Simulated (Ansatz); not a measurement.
## Electronic structure of GaN in real space

```yaml
crystal:
  lattice:
    - [2.96746, 0.00000, 0.00000]
    - [-1.48373, 2.56989, 0.00000]
    - [0.00000, 0.00000, 5.03274]
  atoms:
    - { symbol: Ga, position: [0.00000, 0.00000, 0.00000] }
    - { symbol: Ga, position: [0.00000, 0.00000, 0.50000] }
    - { symbol: N, position: [0.33333, 0.66667, 0.25000] }
    - { symbol: N, position: [0.66667, 0.33333, 0.75000] }
```

Space group P6₃/mmc.

Theory: DFT, r2SCAN, PAW with Ansatz's default frozen-core files, scalar-relativistic (Ansatz).

In a PAW calculation such maps are meaningful between the atoms, not at the nuclei.

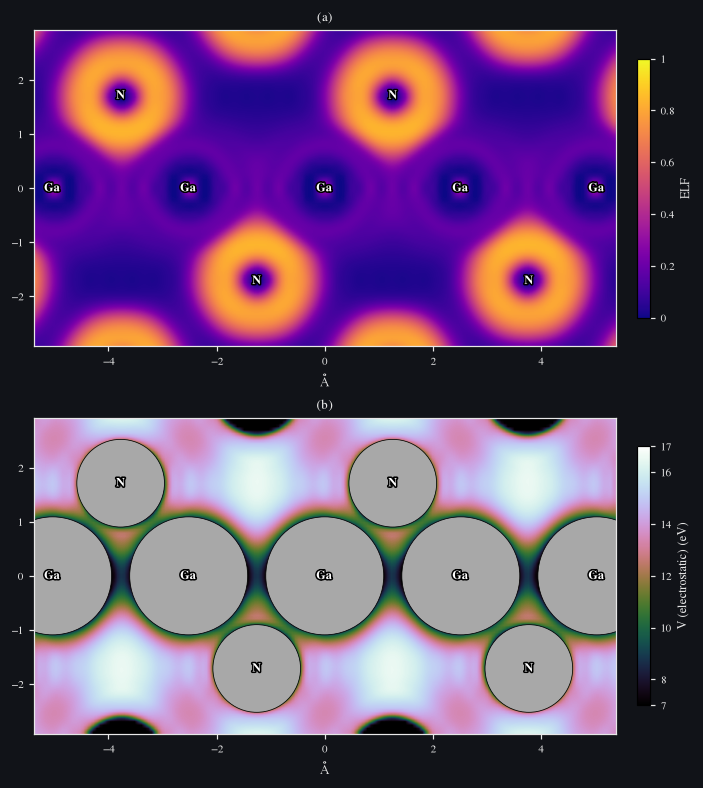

Figure 1. (a) ELF; (b) electrostatic potential (local pseudopotential plus Hartree) felt by an electron on the (110) plane of the conventional cell. Grey discs cover the atomic cores in the potential map.

### Describe what can be read from this map.

The section cuts through Ga and N sites.
Ga–N (2.13 Å): the ELF peaks at about 0.85 in the valence shell of N, 0.7 Å from its nucleus, and is about 0.40 at the midpoint.
Ga–Ga (2.52 Å): the ELF is about 0.20 at the midpoint: no shared electron pair shows on this line.
Outside the cores the potential energy rises away from the atoms and is highest about 1.7 Å from the nearest atoms; its zero is arbitrary.

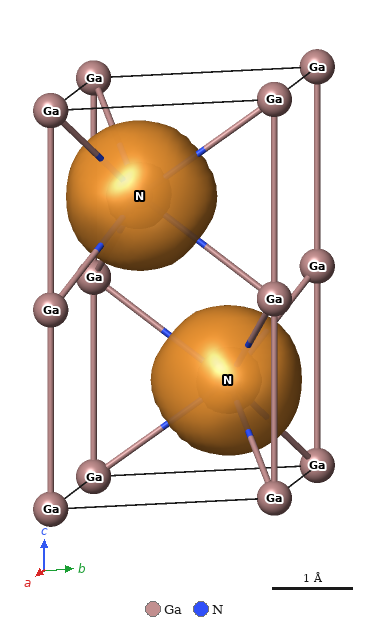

Figure 2. Isosurface of the ELF at 0.65 (orange), seen slightly off an axis. Only the valence region is drawn (cores and ρ < 0.01 e/Å³ removed). Sticks mark near contacts.

### Identify the bonds, lone pairs and shells in this picture.

The ELF exceeds this value in two regions wrapped around N (the valence shell of each), counted in one cell of 4 atoms. Regions shared between cells count once.
